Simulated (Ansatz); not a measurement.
**Run report: SiC3, geometry relaxation (part 2 of 3)**

SiC3 (R3m, 4 atoms in the cell); DFT, PBE, plane waves, PAW, no spin polarisation (Ansatz 0.2.0); cutoff 420 eV, 10×10×10 k-mesh, Fermi–Dirac smearing of 0.02 eV. The structure was built on a prototype by a generator.

Geometry of the input (Å; fractional positions):
```
1.3840  0.7990  4.5200
-1.3840  0.7990  4.5200
0.0000  -1.5981  4.5200
C  1.0000  0.0000  -0.0000
C  0.5000  0.5000  0.5000
C  0.3750  0.3750  0.3750
Si 0.8750  0.8750  0.8750
```

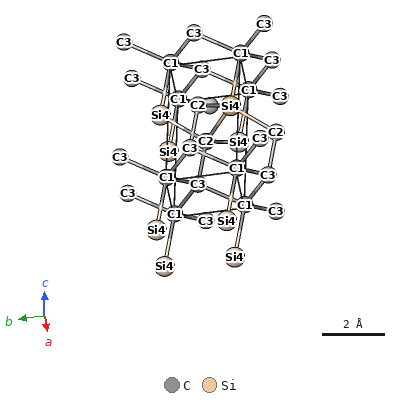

**Figure 1.** The geometry at step 10 of the log (ball-and-stick view of the reduced cell, seen at an oblique angle; neighbours outside the cell are drawn fainter; atoms are numbered from 1 in the order of the input).

## Log, continued
```
SCF iter   1: F=—  HF=-1386.549431 eV  |F-HF|=—  |Δ(HF+E_count)|=         —  Δρ=2.24e-4  dr2=1.51e-5  ethr=9.26e-8  ⟨swp⟩=1.9  Hψ=9707  notcnv=0
preconditioner: auto → none  [insulator: Δε(μ)=1.504 eV  Ē_g=13.099 eV  σ=0.020 eV  W_gap=1.00  n_scr=2 (ndim 8)  ℏωp=26.0 eV  f_vac=0.000  D(μ)=0.00/eV (n_scr^D=0)  ε∞_Penn≈4.9]
SCF iter   2: F=—  HF=-1386.549457 eV  |F-HF|=—  |Δ(HF+E_count)|=   2.57e-5  Δρ=9.15e-5  dr2=1.69e-6  ethr=9.26e-8  ⟨swp⟩=2.7  Hψ=2054  notcnv=0
SCF iter   3: F=—  HF=-1386.549456 eV  |F-HF|=—  |Δ(HF+E_count)|=   2.14e-7  Δρ=3.02e-5  dr2=2.35e-7  ethr=1.06e-8  ⟨swp⟩=2.6  Hψ=2161  notcnv=0
iter 4 did not close the SCF: its close was put off for the readings that it lacked (scf_convergence_deferred on its scf_iter line)
SCF iter   4: F=-1386.549456 eV  HF=-1386.549456 eV  |F-HF|=6.68e-10  |Δ(HF+E_count)|=   3.65e-8  Δρ=8.08e-6  dr2=9.15e-9  ethr=1.47e-9  ⟨swp⟩=2.0  Hψ=1936  notcnv=0
iter 5 did not close the SCF: its close was put off for the readings that it lacked (scf_convergence_deferred on its scf_iter line)
SCF iter   5: F=-1386.549456 eV  HF=-1386.549456 eV  |F-HF|=3.68e-11  |Δ(HF+E_count)|=   1.78e-9  Δρ=8.04e-7  dr2=6.92e-11  ethr=5.72e-11  ⟨swp⟩=2.3  Hψ=2332  notcnv=0
SCF iter   6: F=-1386.549456 eV  HF=-1386.549456 eV  |F-HF|=1.36e-12  |Δ(HF+E_count)|=  4.37e-11  Δρ=1.25e-7  dr2=3.59e-12  ethr=1.00e-12  ⟨swp⟩=4.2  Hψ=6787  notcnv=0
SCF 7 converged in 6 iterations: F = -1386.549456 eV  dr2 = 3.59e-12
relax step   7: F+E_penalty+E_count = -1386.54945634 eV  Δ(F+E_penalty+E_count) = +4.762e-6 eV  max|allowed force component| = 5.008e-2 eV/Å  Δτ_max = 0.0015 Å  P = +0.009 GPa  Ω = 32.685 Å³  energy of the carried Pulay correction = -8.669e-3 eV  (6 SCF iters, dr2 threshold 1.48e-7 eV, rejected (line search))
iter 1 solved again at ethr=4.31e-8 eV; its pass at ethr=3.10e-3 eV (dr2=6.89e-6 eV) is discarded
SCF iter   1: F=—  HF=-1386.549474 eV  |F-HF|=—  |Δ(HF+E_count)|=         —  Δρ=1.44e-4  dr2=6.86e-6  ethr=4.31e-8  ⟨swp⟩=1.4  Hψ=9475  notcnv=0
preconditioner: auto → none  [insulator: Δε(μ)=1.505 eV  Ē_g=13.099 eV  σ=0.020 eV  W_gap=1.00  n_scr=2 (ndim 8)  ℏωp=26.0 eV  f_vac=0.000  D(μ)=0.00/eV (n_scr^D=0)  ε∞_Penn≈4.9]
SCF iter   2: F=—  HF=-1386.549502 eV  |F-HF|=—  |Δ(HF+E_count)|=   2.82e-5  Δρ=6.42e-5  dr2=8.40e-7  ethr=4.28e-8  ⟨swp⟩=2.3  Hψ=1950  notcnv=0
SCF iter   3: F=—  HF=-1386.549501 eV  |F-HF|=—  |Δ(HF+E_count)|=   5.72e-7  Δρ=2.48e-5  dr2=1.15e-7  ethr=5.25e-9  ⟨swp⟩=2.6  Hψ=2110  notcnv=0
SCF iter   4: F=—  HF=-1386.549501 eV  |F-HF|=—  |Δ(HF+E_count)|=   1.05e-8  Δρ=4.89e-6  dr2=2.98e-9  ethr=7.18e-10  ⟨swp⟩=2.5  Hψ=2005  notcnv=0
SCF iter   5: F=—  HF=-1386.549501 eV  |F-HF|=—  |Δ(HF+E_count)|=  7.89e-10  Δρ=6.53e-7  dr2=4.79e-11  ethr=1.86e-11  ⟨swp⟩=2.3  Hψ=2358  notcnv=0
SCF iter   6: F=-1386.549501 eV  HF=-1386.549501 eV  |F-HF|=0.00e0  |Δ(HF+E_count)|=  1.86e-11  Δρ=5.68e-8  dr2=5.80e-13  ethr=1.00e-12  ⟨swp⟩=6.0  Hψ=6056  notcnv=0
SCF 8 converged in 6 iterations: F = -1386.549501 eV  dr2 = 5.80e-13
relax step   8: F+E_penalty+E_count = -1386.54950128 eV  Δ(F+E_penalty+E_count) = -4.018e-5 eV  max|allowed force component| = 4.005e-3 eV/Å  Δτ_max = 0.0004 Å  P = -0.034 GPa  Ω = 32.685 Å³  energy of the carried Pulay correction = -8.669e-3 eV  (6 SCF iters, accepted)
Crystal: 4 atoms, lattice volume = 32.681 Å³
iter 1 solved again at ethr=2.94e-9 eV; its pass at ethr=3.10e-3 eV (dr2=4.71e-7 eV) is discarded
SCF iter   1: F=—  HF=-1386.549484 eV  |F-HF|=—  |Δ(HF+E_count)|=         —  Δρ=3.92e-5  dr2=4.91e-7  ethr=2.94e-9  ⟨swp⟩=2.7  Hψ=10180  notcnv=0
preconditioner: auto → none  [insulator: Δε(μ)=1.505 eV  Ē_g=13.100 eV  σ=0.020 eV  W_gap=1.00  n_scr=2 (ndim 8)  ℏωp=26.0 eV  f_vac=0.000  D(μ)=0.00/eV (n_scr^D=0)  ε∞_Penn≈4.9]
SCF iter   2: F=—  HF=-1386.549513 eV  |F-HF|=—  |Δ(HF+E_count)|=   2.97e-5  Δρ=1.42e-5  dr2=4.78e-8  ethr=2.94e-9  ⟨swp⟩=2.5  Hψ=2197  notcnv=0
iter 3 did not close the SCF: its close was put off for the readings that it lacked (scf_convergence_deferred on its scf_iter line)
SCF iter   3: F=-1386.549513 eV  HF=-1386.549513 eV  |F-HF|=3.19e-9  |Δ(HF+E_count)|=   9.77e-9  Δρ=3.68e-6  dr2=4.99e-9  ethr=2.99e-10  ⟨swp⟩=2.4  Hψ=2234  notcnv=0
iter 4 did not close the SCF: its close was put off for the readings that it lacked (scf_convergence_deferred on its scf_iter line)
SCF iter   4: F=-1386.549513 eV  HF=-1386.549513 eV  |F-HF|=1.23e-11  |Δ(HF+E_count)|=  9.35e-10  Δρ=1.11e-6  dr2=2.38e-10  ethr=3.12e-11  ⟨swp⟩=2.0  Hψ=1956  notcnv=0
iter 5 did not close the SCF: its close was put off for the readings that it lacked (scf_convergence_deferred on its scf_iter line)
SCF iter   5: F=-1386.549513 eV  HF=-1386.549513 eV  |F-HF|=7.50e-12  |Δ(HF+E_count)|=  5.91e-11  Δρ=2.67e-7  dr2=9.77e-12  ethr=1.49e-12  ⟨swp⟩=2.5  Hψ=2377  notcnv=0
SCF iter   6: F=-1386.549513 eV  HF=-1386.549513 eV  |F-HF|=4.55e-13  |Δ(HF+E_count)|=  9.09e-12  Δρ=3.87e-8  dr2=2.02e-13  ethr=1.00e-12  ⟨swp⟩=4.8  Hψ=6140  notcnv=0
SCF 9 converged in 6 iterations: F = -1386.549513 eV  dr2 = 2.02e-13
relax step   9: F+E_penalty+E_count = -1386.54951326 eV  Δ(F+E_penalty+E_count) = -1.198e-5 eV  max|allowed force component| = 3.208e-4 eV/Å  Δτ_max = 0.0001 Å  P = -0.001 GPa  Ω = 32.681 Å³  energy of the carried Pulay correction = -8.658e-3 eV  (6 SCF iters, accepted)
Initial wavefunctions: pseudopotential atomic-orbital guess (no wavefunctions were taken with the density)
iter 1 solved again at ethr=2.96e-7 eV; its pass at ethr=3.10e-3 eV (dr2=4.73e-5 eV) is discarded
SCF iter   1: F=—  HF=-1386.563114 eV  |F-HF|=—  |Δ(HF+E_count)|=         —  Δρ=6.35e-4  dr2=2.11e-5  ethr=2.96e-7  ⟨swp⟩=3.0  Hψ=12932  notcnv=0
SCF iter   2: F=—  HF=-1386.563172 eV  |F-HF|=—  |Δ(HF+E_count)|=   5.79e-5  Δρ=3.14e-4  dr2=4.27e-6  ethr=1.32e-7  ⟨swp⟩=2.0  Hψ=2320  notcnv=0
SCF iter   3: F=—  HF=-1386.563184 eV  |F-HF|=—  |Δ(HF+E_count)|=   1.21e-5  Δρ=3.86e-5  dr2=3.23e-7  ethr=2.67e-8  ⟨swp⟩=2.0  Hψ=2219  notcnv=0
SCF iter   4: F=—  HF=-1386.563184 eV  |F-HF|=—  |Δ(HF+E_count)|=   2.13e-8  Δρ=1.04e-5  dr2=2.74e-8  ethr=2.02e-9  ⟨swp⟩=2.2  Hψ=2064  notcnv=0
SCF iter   5: F=—  HF=-1386.563184 eV  |F-HF|=—  |Δ(HF+E_count)|=   4.92e-9  Δρ=2.37e-6  dr2=5.50e-10  ethr=1.72e-10  ⟨swp⟩=2.1  Hψ=1950  notcnv=0
SCF iter   6: F=-1386.563184 eV  HF=-1386.563184 eV  |F-HF|=3.34e-11  |Δ(HF+E_count)|=  6.82e-10  Δρ=4.71e-7  dr2=1.59e-11  ethr=1.00e-12  ⟨swp⟩=7.0  Hψ=6863  notcnv=0
SCF 10 converged in 6 iterations: F = -1386.563184 eV  dr2 = 1.59e-11
relax step  10: F+E_penalty+E_count = -1386.56318418 eV  Δ(F+E_penalty+E_count) = -1.367e-2 eV  max|allowed force component| = 6.155e-3 eV/Å  Δτ_max = 0.0000 Å  P = +0.584 GPa  Ω = 32.681 Å³  stress off target by 7.08e-1 GPa  SCF on the basis re-selected at this cell (its energy is not comparable with the rows above)  (6 SCF iters)
basis re-selected at this cell: Δ(F+E_penalty+E_count) = -1.367e-2 eV, ΔP = +0.585 GPa vs the last step (what re-selecting the basis moved, of the pressure what is left beyond the Pulay correction that the steps carried, after the strain that the cell walked since its last selection, with what the two solves' SCF thresholds leave and, on support functions, any second-order correction that the steps lacked; it is no measure of the basis error at this ecutwfc). This SCF's stress stands 7.08e-1 GPa from its target on what of the cell is left free (relax.cell.stress_tol is 5.00e-2 GPa) and its largest allowed force component is 6.16e-3 eV/Å (relax.f_tol is 5.00e-3 eV/Å): not within both, so this SCF does not close the relaxation
Crystal: 4 atoms, lattice volume = 32.746 Å³
iter 1 solved again at ethr=5.82e-7 eV; its pass at ethr=3.10e-3 eV (dr2=9.31e-5 eV) is discarded
SCF iter   1: F=—  HF=-1386.563103 eV  |F-HF|=—  |Δ(HF+E_count)|=         —  Δρ=4.72e-4  dr2=8.63e-5  ethr=5.82e-7  ⟨swp⟩=1.0  Hψ=9408  notcnv=0
preconditioner: auto → none  [insulator: Δε(μ)=1.504 eV  Ē_g=13.080 eV  σ=0.020 eV  W_gap=1.00  n_scr=2 (ndim 8)  ℏωp=26.0 eV  f_vac=0.000  D(μ)=0.00/eV (n_scr^D=0)  ε∞_Penn≈4.9]
SCF iter   2: F=—  HF=-1386.563106 eV  |F-HF|=—  |Δ(HF+E_count)|=   3.09e-6  Δρ=1.28e-4  dr2=5.51e-6  ethr=5.39e-7  ⟨swp⟩=2.4  Hψ=2159  notcnv=0
SCF iter   3: F=—  HF=-1386.563104 eV  |F-HF|=—  |Δ(HF+E_count)|=   1.26e-6  Δρ=3.43e-5  dr2=4.77e-7  ethr=3.44e-8  ⟨swp⟩=2.5  Hψ=2334  notcnv=0
iter 4 did not close the SCF: its close was put off for the readings that it lacked (scf_convergence_deferred on its scf_iter line)
SCF iter   4: F=-1386.563104 eV  HF=-1386.563104 eV  |F-HF|=2.12e-8  |Δ(HF+E_count)|=   2.75e-8  Δρ=1.06e-5  dr2=5.14e-8  ethr=2.98e-9  ⟨swp⟩=2.1  Hψ=2035  notcnv=0
iter 5 did not close the SCF: its close was put off for the readings that it lacked (scf_convergence_deferred on its scf_iter line)
SCF iter   5: F=-1386.563104 eV  HF=-1386.563104 eV  |F-HF|=1.69e-9  |Δ(HF+E_count)|=  8.45e-10  Δρ=3.50e-6  dr2=1.96e-9  ethr=3.22e-10  ⟨swp⟩=2.1  Hψ=1996  notcnv=0
SCF iter   6: F=-1386.563104 eV  HF=-1386.563104 eV  |F-HF|=2.71e-11  |Δ(HF+E_count)|=   2.06e-9  Δρ=4.14e-7  dr2=2.27e-11  ethr=1.22e-11  ⟨swp⟩=5.5  Hψ=7566  notcnv=0
SCF 11 converged in 6 iterations: F = -1386.563104 eV  dr2 = 2.27e-11
relax step  11: F+E_penalty+E_count = -1386.56310441 eV  Δ(F+E_penalty+E_count) = +7.977e-5 eV  max|allowed force component| = 3.435e-3 eV/Å  Δτ_max = 0.0003 Å  P = +0.044 GPa  Ω = 32.746 Å³  energy of the carried Pulay correction = -2.073e-4 eV  (6 SCF iters, dr2 threshold 4.00e-7 eV, accepted)
Crystal: 4 atoms, lattice volume = 32.752 Å³
iter 1 solved again at ethr=5.98e-9 eV; its pass at ethr=3.10e-3 eV (dr2=9.57e-7 eV) is discarded
SCF iter   1: F=—  HF=-1386.563057 eV  |F-HF|=—  |Δ(HF+E_count)|=         —  Δρ=4.86e-5  dr2=9.20e-7  ethr=5.98e-9  ⟨swp⟩=1.0  Hψ=9407  notcnv=0
preconditioner: auto → none  [insulator: Δε(μ)=1.509 eV  Ē_g=13.081 eV  σ=0.020 eV  W_gap=1.00  n_scr=2 (ndim 8)  ℏωp=26.0 eV  f_vac=0.000  D(μ)=0.00/eV (n_scr^D=0)  ε∞_Penn≈4.9]
SCF iter   2: F=—  HF=-1386.563087 eV  |F-HF|=—  |Δ(HF+E_count)|=   2.99e-5  Δρ=1.19e-5  dr2=4.38e-8  ethr=5.75e-9  ⟨swp⟩=2.2  Hψ=2104  notcnv=0
iter 3 did not close the SCF: its close was put off for the readings that it lacked (scf_convergence_deferred on its scf_iter line)
SCF iter   3: F=-1386.563087 eV  HF=-1386.563087 eV  |F-HF|=1.65e-9  |Δ(HF+E_count)|=   8.60e-9  Δρ=3.87e-6  dr2=4.91e-9  ethr=2.74e-10  ⟨swp⟩=2.4  Hψ=2256  notcnv=0
iter 4 did not close the SCF: its close was put off for the readings that it lacked (scf_convergence_deferred on its scf_iter line)
SCF iter   4: F=-1386.563087 eV  HF=-1386.563087 eV  |F-HF|=1.96e-10  |Δ(HF+E_count)|=  2.48e-10  Δρ=1.16e-6  dr2=5.56e-10  ethr=3.07e-11  ⟨swp⟩=2.1  Hψ=1997  notcnv=0
iter 5 did not close the SCF: its close was put off for the readings that it lacked (scf_convergence_deferred on its scf_iter line)
SCF iter   5: F=-1386.563087 eV  HF=-1386.563087 eV  |F-HF|=1.34e-11  |Δ(HF+E_count)|=  6.82e-12  Δρ=3.30e-7  dr2=1.68e-11  ethr=3.48e-12  ⟨swp⟩=2.2  Hψ=2021  notcnv=0
SCF iter   6: F=-1386.563087 eV  HF=-1386.563087 eV  |F-HF|=4.55e-13  |Δ(HF+E_count)|=  1.66e-11  Δρ=3.80e-8  dr2=1.96e-13  ethr=1.00e-12  ⟨swp⟩=4.9  Hψ=6325  notcnv=0
SCF 12 converged in 6 iterations: F = -1386.563087 eV  dr2 = 1.96e-13
relax step  12: F+E_penalty+E_count = -1386.56308716 eV  Δ(F+E_penalty+E_count) = +1.725e-5 eV  max|allowed force component| = 1.420e-4 eV/Å  Δτ_max = 0.0000 Å  P = -0.003 GPa  Ω = 32.752 Å³  energy of the carried Pulay correction = -2.256e-4 eV  (6 SCF iters, accepted)
iter 1 solved again at ethr=1.25e-7 eV; its pass at ethr=3.10e-3 eV (dr2=2.01e-5 eV) is discarded
SCF iter   1: F=—  HF=-1386.563278 eV  |F-HF|=—  |Δ(HF+E_count)|=         —  Δρ=1.29e-5  dr2=7.26e-9  ethr=1.25e-7  ⟨swp⟩=3.0  Hψ=13188  notcnv=0
eigensolver tolerance schedule: the retry pair's looser diagonalisation over-reported the residual by 2765.89 of it (diagonalisation noise at 0.13 of the residual, at the tolerance the schedule requests for it); recorded, not acted on — ethr = c·dr2/N_el stays at c = 1.0e-1
preconditioner: auto → none  [insulator: Δε(μ)=1.510 eV  Ē_g=13.081 eV  σ=0.020 eV  W_gap=1.00  n_scr=2 (ndim 8)  ℏωp=26.0 eV  f_vac=0.000  D(μ)=0.00/eV (n_scr^D=0)  ε∞_Penn≈4.9]
SCF iter   2: F=—  HF=-1386.563308 eV  |F-HF|=—  |Δ(HF+E_count)|=   3.01e-5  Δρ=6.66e-6  dr2=2.01e-9  ethr=4.54e-11  ⟨swp⟩=3.0  Hψ=2734  notcnv=0
SCF iter   3: F=—  HF=-1386.563308 eV  |F-HF|=—  |Δ(HF+E_count)|=   1.18e-8  Δρ=1.37e-6  dr2=6.12e-10  ethr=1.26e-11  ⟨swp⟩=2.0  Hψ=2320  notcnv=0
iter 4 did not close the SCF: its close was put off for the readings that it lacked (scf_convergence_deferred on its scf_iter line)
SCF iter   4: F=-1386.563308 eV  HF=-1386.563308 eV  |F-HF|=1.27e-11  |Δ(HF+E_count)|=  2.86e-11  Δρ=4.31e-7  dr2=2.87e-11  ethr=3.82e-12  ⟨swp⟩=2.3  Hψ=2011  notcnv=0
iter 5 did not close the SCF: its close was put off for the readings that it lacked (scf_convergence_deferred on its scf_iter line)
SCF iter   5: F=-1386.563308 eV  HF=-1386.563308 eV  |F-HF|=1.36e-12  |Δ(HF+E_count)|=  2.00e-11  Δρ=1.69e-7  dr2=6.45e-12  ethr=1.00e-12  ⟨swp⟩=1.0  Hψ=1392  notcnv=0
iter 6 did not close the SCF: its close was put off for the readings that it lacked (scf_convergence_deferred on its scf_iter line)
SCF iter   6: F=-1386.563308 eV  HF=-1386.563308 eV  |F-HF|=2.27e-13  |Δ(HF+E_count)|=  1.14e-12  Δρ=2.81e-8  dr2=8.19e-14  ethr=1.00e-12  ⟨swp⟩=1.0  Hψ=1392  notcnv=0
iter 7 did not close the SCF: its close was put off for the readings that it lacked (scf_convergence_deferred on its scf_iter line)
SCF iter   7: F=-1386.563308 eV  HF=-1386.563308 eV  |F-HF|=0.00e0  |Δ(HF+E_count)|=  2.27e-13  Δρ=6.60e-9  dr2=4.63e-15  ethr=1.00e-12  ⟨swp⟩=1.0  Hψ=1392  notcnv=0
SCF iter   8: F=-1386.563308 eV  HF=-1386.563308 eV  |F-HF|=2.27e-13  |Δ(HF+E_count)|=  2.27e-13  Δρ=1.36e-9  dr2=8.14e-16  ethr=1.00e-12  ⟨swp⟩=3.2  Hψ=4817  notcnv=0
SCF 13 converged in 8 iterations: F = -1386.563308 eV  dr2 = 8.14e-16
relax step  13: F+E_penalty+E_count = -1386.56330766 eV  Δ(F+E_penalty+E_count) = -2.205e-4 eV  max|allowed force component| = 1.048e-4 eV/Å  Δτ_max = 0.0000 Å  P = +0.000 GPa  Ω = 32.752 Å³  stress off target by 3.51e-3 GPa  SCF on the basis re-selected at this cell (its energy is not comparable with the rows above)  (8 SCF iters)
```

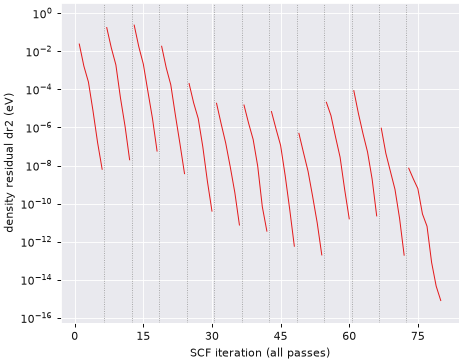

**Figure 2.** Convergence of the self-consistent field: density residual dr2 against the SCF iteration. The dotted lines part the SCF passes of the relaxation: geometry steps, rejected trials and re-solves on a re-selected basis. The 13 passes take 6 to 8 iterations each, 80 in all.

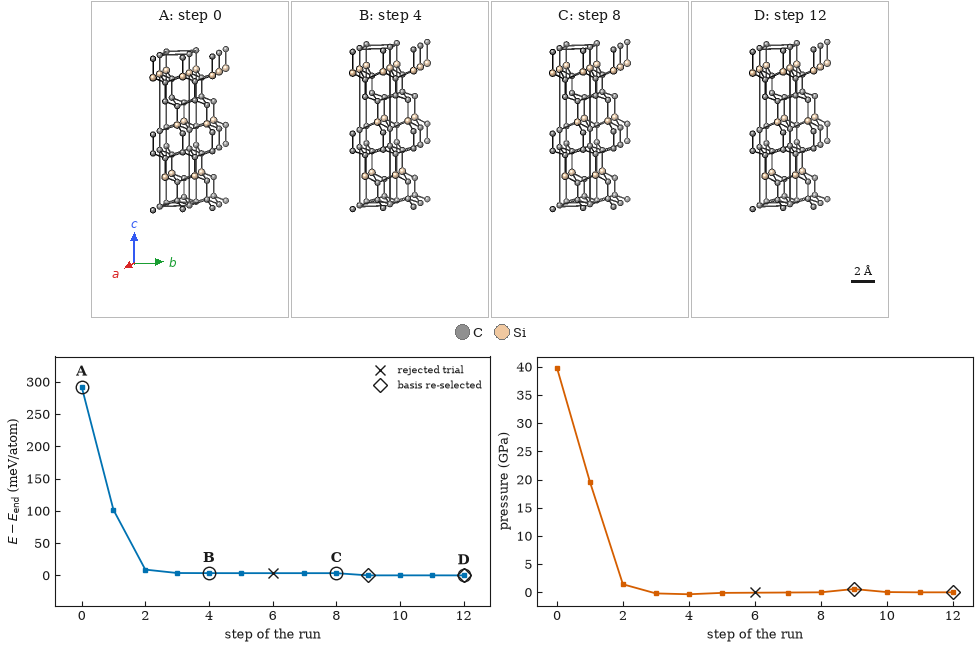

**Figure 3.** Frames of the relaxation (ball-and-stick view of the cell 3 times as large as that of the calculation, set on its symmetry axes, repeated 2 × 2 × 1, seen slightly off an axis) above the curves, on which the letters mark them (the first geometry is step 0 here and step 1 in the log).
